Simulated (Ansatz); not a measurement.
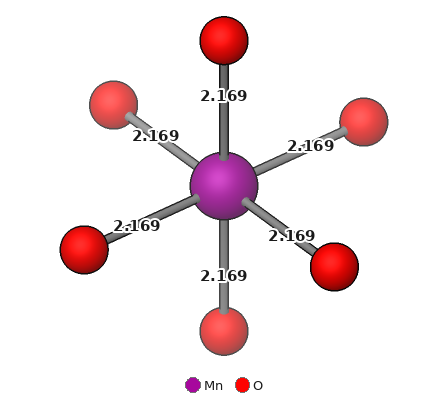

The surroundings of site Mn1 (at 0.000, 0.000, 0.000) in MnO (Fm-3m, No. 225), with bond lengths in Å.

The cell is taken from the geometry relaxed with DFT PBEsol, scalar-relativistic, plane waves, PAW (Ansatz 0.2.0).

```xyz
8
Lattice="4.3389 0.0000 0.0000 0.0000 4.3389 0.0000 0.0000 0.0000 4.3389" Properties=species:S:1:pos:R:3 pbc="T T T"
Mn    0.0000    0.0000    0.0000
O     2.1695    0.0000    0.0000
Mn    0.0000    2.1695    2.1695
O     2.1695    2.1695    2.1695
Mn    2.1695    0.0000    2.1695
O     0.0000    0.0000    2.1695
Mn    2.1695    2.1695    0.0000
O     0.0000    2.1695    0.0000
```

Bond valence s = exp((R0 − d)/b), R0 fitted to published crystal structures with b = 0.37 Å, summed over all anions within 5 Å; R0 in Å: Mn2+–O 1.783; Mn3+–O 1.745; Mn4+–O 1.757; Mn7+–O 1.813.

**Which oxidation state of Mn do these bonds support?**

With the Mn2+ parameters the computed sum is 6 × 0.352 = 2.11. With the Mn3+ parameters the computed sum is 6 × 0.318 = 1.91. With the Mn4+ parameters the computed sum is 6 × 0.328 = 1.97. With the Mn7+ parameters the computed sum is 6 × 0.382 = 2.29. The sum matches its own assumption best for Mn2+, which also balances the formula's charge.

**And over the whole structure?**

| site | x, y, z | formal valence | bond-valence sum | difference |
| --- | --- | --- | --- | --- |
| Mn1 | 0.000, 0.000, 0.000 | +2 | 2.16 | 0.16 |
| O1 | 0.500, 0.000, 0.000 | −2 | 2.16 | 0.16 |

These sums include all anions within 5 Å. The global instability index (root mean square of the differences over all atoms) is 0.16 v.u.: moderate strain, common in real structures.
